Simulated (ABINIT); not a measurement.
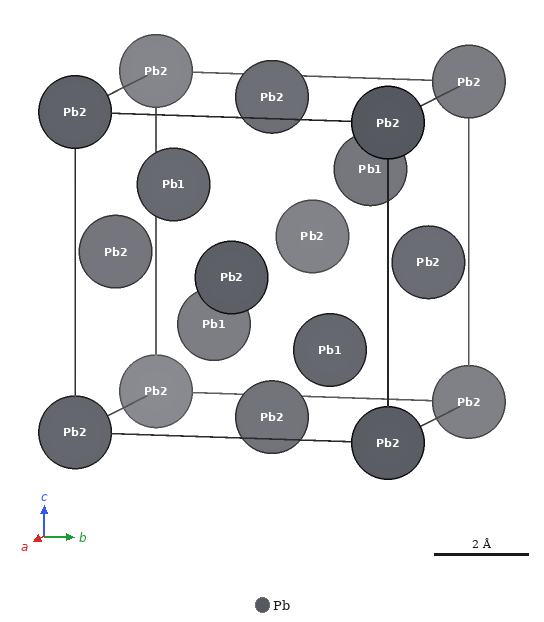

*The input geometry (spheres-only view of the cell 4 times as large as that of the calculation, set on its symmetry axes, seen slightly off an axis; atoms are numbered from 1 in the order of the input).*

**Geometry relaxation of Pb (part 1 of 3)**

System: Pb (2 atoms in the cell).
Method: Kohn-Sham DFT of a periodic cell, PBE, JTH PAW PBE v2.0, no spin polarisation (ABINIT 10.8.3).

The structure derives from a Materials Project entry.

### Input file
```
# Pseudopotentials
pp_dirpath "./"
pseudos "Pb.GGA_PBE-JTH.xml"

# Structure
acell 9.1906461943 9.1906461943 9.1906461943
rprim
     0.0000000000     0.7071067812     0.7071067812
     0.7071067812     0.0000000000     0.7071067812
     0.7071067812     0.7071067812     0.0000000000
ntypat 1
znucl 82
natom 2
typat 1 1
chkprim 0
chksymtnons 0
tolsym 1.0e-6
xred
            1/4            1/4            1/4
            0.0            0.0            0.0

# Plane-wave basis
ecut 22.0
pawecutdg 44.0
pawxcdev 0
ecutsm 0.5

# k points
kptopt 1
ngkpt 5 5 5
nshiftk 1
shiftk 0.0 0.0 0.0

# Exchange and correlation
ixc 11

# Bands and occupations
nband 18
occopt 3
tsmear 0.00183747

# SCF cycle
nstep 80
tolvrs 1.0e-10

# Output
iomode 3
prteig 0
prtebands 0
prtwf 0
prtden 0

# Relaxation
ionmov 2
optcell 2
ntime 50
tolmxf 2.0e-5
dilatmx 1.08
```

Run on 1 thread of Intel Xeon (Sapphire Rapids), 64 GiB of memory available, shared host.

Launched with:
```bash
abinit run.abi > log 2>&1
```

### The program's output
```
.Version 10.8.3 of ABINIT
 Symmetries : space group Fd -3 m (#227); Bravais cF (face-center cubic)
================================================================================
 Values of the parameters that define the memory need of the present run
     intxc =       0    ionmov =       2      iscf =      17    lmnmax =      18
     lnmax =       6     mgfft =      45  mpssoang =       3    mqgrid =    3001
     natom =       2  nloc_mem =       2    nspden =       1   nspinor =       1
    nsppol =       1      nsym =      48    n1xccc =       1    ntypat =       1
    occopt =       3   xclevel =       2
       mpw =        3423          nfft =       91125          nkpt =          10
 PAW method is used; the additional fine FFT grid is defined by:
   mgfftf=        60    nfftf =    216000
================================================================================
================================================================================

--------------------------------------------------------------------------------
------------- Echo of variables that govern the present computation ------------
--------------------------------------------------------------------------------
 -outvars: echo values of preprocessed input variables --------
            acell      9.1906461943E+00  9.1906461943E+00  9.1906461943E+00 Bohr
              amu      2.07200000E+02
          chkprim           0
      chksymtnons           0
          dilatmx      1.08000000E+00
             ecut      2.20000000E+01 Hartree
           ecutsm      5.00000000E-01 Hartree
           ionmov           2
              ixc          11
         kptrlatt        5    0    0      0    5    0      0    0    5
          kptrlen      4.59532310E+01
            natom           2
            nband          18
            ngfft          45      45      45
          ngfftdg          60      60      60
             nkpt          10
            nstep          80
             nsym          48
            ntime          50
           ntypat           1
           occopt           3
          optcell           2
        pawecutdg      4.40000000E+01 Hartree
         pawxcdev           0
           prtden           0
        prtebands           0
           prteig           0
            prtwf           0
            rprim      0.0000000000E+00  7.0710678120E-01  7.0710678120E-01
                       7.0710678120E-01  0.0000000000E+00  7.0710678120E-01
                       7.0710678120E-01  7.0710678120E-01  0.0000000000E+00
          spgroup         227
           tolmxf      2.00000000E-05
           tolsym      1.00000000E-06
           tolvrs      1.00000000E-10
           tsmear      1.83747000E-03 Hartree
            typat      1  1
           useylm           1
           xangst      1.7195000266E+00  1.7195000266E+00  1.7195000266E+00
                       0.0000000000E+00  0.0000000000E+00  0.0000000000E+00
            xcart      3.2493841238E+00  3.2493841238E+00  3.2493841238E+00
                       0.0000000000E+00  0.0000000000E+00  0.0000000000E+00
             xred      2.5000000000E-01  2.5000000000E-01  2.5000000000E-01
                       0.0000000000E+00  0.0000000000E+00  0.0000000000E+00
            znucl       82.00000

================================================================================

 chkinp: Checking input parameters for consistency.

================================================================================
== DATASET  1 ==================================================================

--- !DatasetInfo
iteration_state: {dtset: 1, }
dimensions: {natom: 2, nkpt: 10, mband: 18, nsppol: 1, nspinor: 1, nspden: 1, mpw: 3423, }
cutoff_energies: {ecut:  22.0, pawecutdg:  44.0, }
electrons: {nelect:   2.80000000E+01, charge:   0.00000000E+00, occopt:   3.00000000E+00, tsmear:   1.83747000E-03, }
meta: {optdriver: 0, ionmov: 2, optcell: 2, iscf: 17, paral_kgb: 0, }
...

 Exchange-correlation functional for the present dataset will be:
  GGA: Perdew-Burke-Ernzerhof functional - ixc=11
  J.P.Perdew, K.Burke, M.Ernzerhof, PRL 77, 3865 (1996)

 Real(R)+Recip(G) space primitive vectors, cartesian coordinates (Bohr,Bohr^-1):
 R(1)=  0.0000000  6.4987682  6.4987682  G(1)= -0.0769377  0.0769377  0.0769377
 R(2)=  6.4987682  0.0000000  6.4987682  G(2)=  0.0769377 -0.0769377  0.0769377
 R(3)=  6.4987682  6.4987682  0.0000000  G(3)=  0.0769377  0.0769377 -0.0769377
 Unit cell volume ucvol=  5.4893781E+02 bohr^3
 Angles (23,13,12)=  6.00000000E+01  6.00000000E+01  6.00000000E+01 degrees

 Coarse grid specifications (used for wave-functions):

 getcut: wavevector=  0.0000  0.0000  0.0000  ngfft=  45  45  45
         ecut(hartree)=     25.661   => boxcut(ratio)=   2.09945

 Fine grid specifications (used for densities):

 getcut: wavevector=  0.0000  0.0000  0.0000  ngfft=  60  60  60
         ecut(hartree)=     51.322   => boxcut(ratio)=   2.02437

--- Pseudopotential description ------------------------------------------------
- pspini: atom type   1  psp file is ./Pb.GGA_PBE-JTH.xml
 Pseudopotential format is: paw10
 basis_size (lnmax)=  6 (lmn_size= 18), orbitals=   0   0   1   1   2   2
 Spheres core radius: rc_sph= 2.40264019
 Shapefunction is BESSEL type: shapef(r,l)=aa(1,l)*jl(q(1,l)*r)+aa(2,l)*jl(q(2,l)*r)
 Radius for shape functions =  2.00872932
 Compensation charge density is not taken into account in XC energy/potential

   1.31851888E+03                                ecore*ucvol(ha*bohr**3)
--------------------------------------------------------------------------------

================================================================================

=== [ionmov= 2] Broyden-Fletcher-Goldfarb-Shanno method (forces)
================================================================================

--- Iteration: ( 1/50) Internal Cycle: (1/1)
--------------------------------------------------------------------------------

---SELF-CONSISTENT-FIELD CONVERGENCE--------------------------------------------

--- !BeginCycle
iteration_state: {dtset: 1, itime: 1, icycle: 1, }
solver: {iscf: 17, nstep: 80, nline: 4, wfoptalg: 10, }
tolerances: {tolvrs: 1.00E-10, }
...

     iter   Etot(hartree)      deltaE(h)  residm     nres2
 ETOT  1  -120.97197588685    -1.210E+02 2.057E+00 2.325E+00
 ETOT  2  -122.38444397821    -1.412E+00 1.325E-01 8.870E-01
 ETOT  3  -122.38626299397    -1.819E-03 2.487E-02 3.169E-01
 ETOT  4  -122.38525221339     1.011E-03 5.855E-03 3.130E-02
 ETOT  5  -122.38519314418     5.907E-05 1.074E-03 5.943E-03
 ETOT  6  -122.38526521566    -7.207E-05 1.769E-03 2.166E-04
 ETOT  7  -122.38527222716    -7.012E-06 8.435E-04 4.582E-05
 ETOT  8  -122.38527352063    -1.293E-06 9.557E-04 3.717E-06
 ETOT  9  -122.38527363628    -1.156E-07 5.019E-04 2.460E-07
 ETOT 10  -122.38527364095    -4.679E-09 4.987E-04 3.058E-08
 ETOT 11  -122.38527364142    -4.625E-10 2.788E-04 6.845E-10
 ETOT 12  -122.38527364146    -4.248E-11 2.684E-04 2.003E-10
 ETOT 13  -122.38527364147    -1.295E-11 1.495E-04 1.644E-11

 At SCF step   13       nres2   =  1.64E-11 < tolvrs=  1.00E-10 =>converged.

 Cartesian components of stress tensor (hartree/bohr^3)
  sigma(1 1)= -9.29002299E-05  sigma(3 2)=  0.00000000E+00
  sigma(2 2)= -9.29002299E-05  sigma(3 1)=  0.00000000E+00
  sigma(3 3)= -9.29002299E-05  sigma(2 1)=  0.00000000E+00

--- !ResultsGS
iteration_state: {dtset: 1, itime: 1, icycle: 1, }
comment   : Summary of ground state results
lattice_vectors:
- [  0.0000000,   6.4987682,   6.4987682, ]
- [  6.4987682,   0.0000000,   6.4987682, ]
- [  6.4987682,   6.4987682,   0.0000000, ]
lattice_lengths: [   9.19065,    9.19065,    9.19065, ]
lattice_angles: [ 60.000,  60.000,  60.000, ] # degrees, (23, 13, 12)
lattice_volume:   5.4893781E+02
convergence: {deltae: -1.295E-11, res2:  1.644E-11, residm:  1.495E-04, diffor: null, }
etotal    :  -1.22385274E+02
entropy   :   0.00000000E+00
fermie    :   1.54437623E-01
cartesian_stress_tensor: # hartree/bohr^3
- [ -9.29002299E-05,   0.00000000E+00,   0.00000000E+00, ]
- [  0.00000000E+00,  -9.29002299E-05,   0.00000000E+00, ]
- [  0.00000000E+00,   0.00000000E+00,  -9.29002299E-05, ]
pressure_GPa:   2.7332E+00
xred      :
- [  2.5000E-01,   2.5000E-01,   2.5000E-01, Pb]
- [  0.0000E+00,   0.0000E+00,   0.0000E+00, Pb]
cartesian_forces: # hartree/bohr
- [ -2.42772438E-31,   2.42772438E-31,   2.42772438E-31, ]
- [  2.42772438E-31,  -2.42772438E-31,  -2.42772438E-31, ]
force_length_stats: {min:   4.20494197E-31, max:   4.20494197E-31, mean:   4.20494197E-31, }
...

 Integrated electronic density in atomic spheres:
 ------------------------------------------------
 Atom  Sphere_radius  Integrated_density
    1        2.40264         11.43909497
    2        2.40264         11.43909497

---OUTPUT-----------------------------------------------------------------------

 Cartesian coordinates (xcart) [bohr]
  3.24938412379975E+00  3.24938412379975E+00  3.24938412379975E+00
  0.00000000000000E+00  0.00000000000000E+00  0.00000000000000E+00
 Reduced coordinates (xred)
  2.50000000000000E-01  2.50000000000000E-01  2.50000000000000E-01
  0.00000000000000E+00  0.00000000000000E+00  0.00000000000000E+00
 Cartesian forces (fcart) [Ha/bohr]; max,rms= 2.42772E-31 2.42772E-31 (free atoms)
 -2.42772437842325E-31  2.42772437842325E-31  2.42772437842325E-31
  2.42772437842325E-31 -2.42772437842325E-31 -2.42772437842325E-31
 Gradient of E wrt nuclear positions in reduced coordinates (gred)
 -3.15544362088405E-30 -7.60986327381887E-47  7.60986327381887E-47
  3.15544362088405E-30  7.60986327381887E-47 -7.60986327381887E-47
 Scale of Primitive Cell (acell) [bohr]
  9.19064619430000E+00  9.19064619430000E+00  9.19064619430000E+00
 Real space primitive translations (rprimd) [bohr]
  0.00000000000000E+00  6.49876824759950E+00  6.49876824759950E+00
  6.49876824759950E+00  0.00000000000000E+00  6.49876824759950E+00
  6.49876824759950E+00  6.49876824759950E+00  0.00000000000000E+00
 Unitary Cell Volume (ucvol) [Bohr^3]=  5.48937809934081E+02
 Angles (23,13,12)= [degrees]
  6.00000000000000E+01  6.00000000000000E+01  6.00000000000000E+01
 Lengths [Bohr]
  9.19064619447485E+00  9.19064619447485E+00  9.19064619447485E+00
 Stress tensor in cartesian coordinates (strten) [Ha/bohr^3]
 -9.29002299382845E-05  0.00000000000000E+00  0.00000000000000E+00
  0.00000000000000E+00 -9.29002299382854E-05  0.00000000000000E+00
  0.00000000000000E+00  0.00000000000000E+00 -9.29002299382871E-05
 Total energy (etotal) [Ha]= -1.22385273641472E+02

--- Iteration: ( 2/50) Internal Cycle: (1/1)
--------------------------------------------------------------------------------

---SELF-CONSISTENT-FIELD CONVERGENCE--------------------------------------------

--- !BeginCycle
iteration_state: {dtset: 1, itime: 2, icycle: 1, }
solver: {iscf: 17, nstep: 80, nline: 4, wfoptalg: 10, }
tolerances: {tolvrs: 1.00E-10, }
...

     iter   Etot(hartree)      deltaE(h)  residm     nres2
 ETOT  1  -122.38817997267    -1.224E+02 4.169E-04 5.088E-01
 ETOT  2  -122.38562131263     2.559E-03 1.219E-04 2.610E-02
 ETOT  3  -122.38563566936    -1.436E-05 3.794E-05 9.600E-03
 ETOT  4  -122.38565994412    -2.427E-05 1.289E-05 6.222E-04
 ETOT  5  -122.38567181980    -1.188E-05 6.165E-05 2.278E-04
 ETOT  6  -122.38567652634    -4.707E-06 1.755E-05 1.087E-05
 ETOT  7  -122.38567680698    -2.806E-07 2.567E-05 1.277E-06
 ETOT  8  -122.38567686816    -6.118E-08 6.748E-06 1.090E-07
 ETOT  9  -122.38567687100    -2.838E-09 1.136E-05 6.533E-09
 ETOT 10  -122.38567687120    -1.981E-10 3.076E-06 2.713E-09
 ETOT 11  -122.38567687121    -5.244E-12 5.386E-06 8.009E-11

 At SCF step   11       nres2   =  8.01E-11 < tolvrs=  1.00E-10 =>converged.

 Cartesian components of stress tensor (hartree/bohr^3)
  sigma(1 1)= -8.23966860E-05  sigma(3 2)=  0.00000000E+00
  sigma(2 2)= -8.23966860E-05  sigma(3 1)=  0.00000000E+00
  sigma(3 3)= -8.23966860E-05  sigma(2 1)=  0.00000000E+00

--- !ResultsGS
iteration_state: {dtset: 1, itime: 2, icycle: 1, }
comment   : Summary of ground state results
lattice_vectors:
- [  0.0000000,   6.5168804,   6.5168804, ]
- [  6.5168804,   0.0000000,   6.5168804, ]
- [  6.5168804,   6.5168804,   0.0000000, ]
lattice_lengths: [   9.21626,    9.21626,    9.21626, ]
lattice_angles: [ 60.000,  60.000,  60.000, ] # degrees, (23, 13, 12)
lattice_volume:   5.5354029E+02
convergence: {deltae: -5.244E-12, res2:  8.009E-11, residm:  5.386E-06, diffor: null, }
etotal    :  -1.22385677E+02
entropy   :   0.00000000E+00
fermie    :   1.51716861E-01
cartesian_stress_tensor: # hartree/bohr^3
- [ -8.23966860E-05,   0.00000000E+00,   0.00000000E+00, ]
- [  0.00000000E+00,  -8.23966860E-05,   0.00000000E+00, ]
- [  0.00000000E+00,   0.00000000E+00,  -8.23966860E-05, ]
pressure_GPa:   2.4242E+00
xred      :
- [  2.5000E-01,   2.5000E-01,   2.5000E-01, Pb]
- [ -5.6035E-32,   1.8678E-32,   1.8678E-32, Pb]
cartesian_forces: # hartree/bohr
- [ -1.00067053E-29,   9.68390839E-31,   2.90517252E-30, ]
- [  1.00067053E-29,  -9.68390839E-31,  -2.90517252E-30, ]
force_length_stats: {min:   1.04647962E-29, max:   1.04647962E-29, mean:   1.04647962E-29, }
...

 Integrated electronic density in atomic spheres:
 ------------------------------------------------
 Atom  Sphere_radius  Integrated_density
    1        2.40264         11.43257247
    2        2.40264         11.43257247

---OUTPUT-----------------------------------------------------------------------

 Cartesian coordinates (xcart) [bohr]
  3.25844017976751E+00  3.25844017976751E+00  3.25844017976751E+00
  2.43449046301272E-31 -2.43449046301271E-31 -2.43449046301272E-31
 Reduced coordinates (xred)
  2.50000000000000E-01  2.50000000000000E-01  2.50000000000000E-01
 -5.60350273912290E-32  1.86783424637430E-32  1.86783424637430E-32
 Cartesian forces (fcart) [Ha/bohr]; max,rms= 1.00067E-29 6.04185E-30 (free atoms)
 -1.00067053406706E-29  9.68390839419733E-31  2.90517251825920E-30
  1.00067053406706E-29 -9.68390839419733E-31 -2.90517251825920E-30
 Gradient of E wrt nuclear positions in reduced coordinates (gred)
 -2.52435489670724E-29  4.62798397729660E-29  5.89016142565022E-29
  2.52435489670724E-29 -4.62798397729660E-29 -5.89016142565022E-29
 Scale of Primitive Cell (acell) [bohr]
  9.21626058881729E+00  9.21626058881729E+00  9.21626058881729E+00
 Real space primitive translations (rprimd) [bohr]
  0.00000000000000E+00  6.51688035953503E+00  6.51688035953503E+00
  6.51688035953503E+00  0.00000000000000E+00  6.51688035953503E+00
  6.51688035953503E+00  6.51688035953503E+00  0.00000000000000E+00
 Unitary Cell Volume (ucvol) [Bohr^3]=  5.53540293677113E+02
 Angles (23,13,12)= [degrees]
  6.00000000000000E+01  6.00000000000000E+01  6.00000000000000E+01
 Lengths [Bohr]
  9.21626058881729E+00  9.21626058881729E+00  9.21626058881729E+00
 Stress tensor in cartesian coordinates (strten) [Ha/bohr^3]
 -8.23966860214543E-05  0.00000000000000E+00  0.00000000000000E+00
  0.00000000000000E+00 -8.23966860214525E-05  0.00000000000000E+00
  0.00000000000000E+00  0.00000000000000E+00 -8.23966860214560E-05
 Total energy (etotal) [Ha]= -1.22385676871205E+02

 Difference of energy with previous step (new-old):
           Absolute (Ha)=-4.03230E-04
           Relative     =-3.29475E-06

--- Iteration: ( 3/50) Internal Cycle: (1/1)
--------------------------------------------------------------------------------

---SELF-CONSISTENT-FIELD CONVERGENCE--------------------------------------------

--- !BeginCycle
iteration_state: {dtset: 1, itime: 3, icycle: 1, }
solver: {iscf: 17, nstep: 80, nline: 4, wfoptalg: 10, }
tolerances: {tolvrs: 1.00E-10, }
...

     iter   Etot(hartree)      deltaE(h)  residm     nres2
 ETOT  1  -122.58916603270    -1.226E+02 5.784E-02 3.993E+01
 ETOT  2  -122.38117086541     2.080E-01 3.570E-03 2.051E+00
 ETOT  3  -122.38496271989    -3.792E-03 1.429E-03 6.847E-01
 ETOT  4  -122.38675652760    -1.794E-03 1.780E-03 4.502E-02
 ETOT  5  -122.38716202725    -4.055E-04 5.266E-04 6.232E-03
 ETOT  6  -122.38737220568    -2.102E-04 6.208E-04 5.866E-04
 ETOT  7  -122.38740190227    -2.970E-05 2.381E-04 4.244E-05
 ETOT  8  -122.38740266858    -7.663E-07 1.990E-04 2.003E-06
 ETOT  9  -122.38740281417    -1.456E-07 1.430E-04 3.446E-07
 ETOT 10  -122.38740282570    -1.153E-08 1.294E-04 4.358E-08
 ETOT 11  -122.38740282830    -2.600E-09 8.969E-05 3.842E-09
 ETOT 12  -122.38740282829     1.423E-11 7.984E-05 1.650E-10
 ETOT 13  -122.38740282829    -1.606E-12 5.388E-05 3.391E-11

 At SCF step   13       nres2   =  3.39E-11 < tolvrs=  1.00E-10 =>converged.

 Cartesian components of stress tensor (hartree/bohr^3)
  sigma(1 1)= -8.64578495E-06  sigma(3 2)=  0.00000000E+00
  sigma(2 2)= -8.64578495E-06  sigma(3 1)=  0.00000000E+00
  sigma(3 3)= -8.64578495E-06  sigma(2 1)=  0.00000000E+00
```
